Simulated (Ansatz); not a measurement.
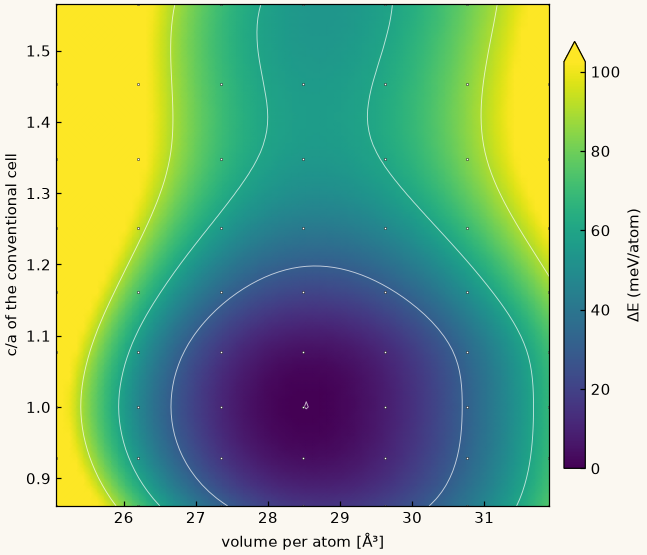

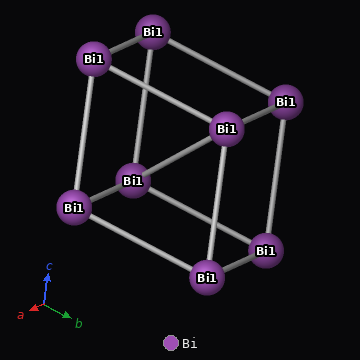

Energy landscape of Bi (Im-3m, No. 229; 1 atom in the cell). 
- The energy is mapped over volume and the cell's shape.
- First axis: volume per atom. Second axis: c/a of the conventional cell.
- Nothing is relaxed (symmetry fixes all fractional coordinates).
- The grid has 7 × 9 points.
- Points are written as (first, second).
- Energies: meV/atom, counted from the lowest grid point.
- All numbers below come from DFT PBEsol+D3(BJ), scalar-relativistic, plane waves, PAW in Ansatz. Settings: cutoff 420 eV, k-mesh 18×18×18, gaussian smearing 0.15 eV, no spin polarisation.

The picture shows a smooth colour map with a few white contour lines, dots at the grid points, one colour for all values above the top of the scale. Between grid points the surface is interpolated. The second picture is the structure at the lowest point

Question: What does the map say about the system?

Answer: The lowest grid point is at (28.48 Å³, 1.000) [bcc]. It is the only kind of minimum in the scanned range. The highest grid point, (25.07 Å³, 1.566), lies 185 meV/atom above the lowest.

The values on the grid:

| c/a of the conventional cell ↓, volume per atom → | 25.07 | 26.20 | 27.34 | 28.48 | 29.62 | 30.76 | 31.90 |
| --- | --- | --- | --- | --- | --- | --- | --- |
| 1.566 | 185 | 112 | 71 | 55 | 59 | 79 | 112 |
| 1.453 | 180 | 109 | 70 | 56 | 62 | 84 | 119 |
| 1.348 | 179 | 108 | 69 | 55 | 61 | 83 | 117 |
| 1.251 | 164 | 95 | 56 | 42 | 48 | 70 | 104 |
| 1.161 | 143 | 73 | 35 | 21 | 28 | 50 | 85 |
| 1.078 | 122 | 54 | 17 | 4 | 12 | 35 | 71 |
| 1.000 | 114 | 47 | 11 | 0 | 8 | 32 | 68 |
| 0.928 | 123 | 54 | 16 | 4 | 11 | 34 | 69 |
| 0.861 | 147 | 74 | 32 | 16 | 21 | 41 | 75 |

The input of one point:

```yaml
crystal:
  lattice:
    - [-1.9238684612, 1.9238684612, 1.9238684612]
    - [1.9238684612, -1.9238684612, 1.9238684612]
    - [1.9238684612, 1.9238684612, -1.9238684612]
  atoms:
    - { symbol: Bi, position: [0.0, 0.0, 0.0] }
basis:
  ecutwfc: 420
kpoints:
  mp_grid: { grid: [18, 18, 18] }
hamiltonian:
  xc: pbesol
  pseudopotentials: { kind: paw }
  dispersion: d3bj
scf:
  occupations: { method: gaussian, width: 0.15 }
output:
  forces: true
  stress: true
  eigenvalues: true
```

Time for the 63 points that were run: 14 min on 1 thread of Arm Neoverse N1, on a shared host.
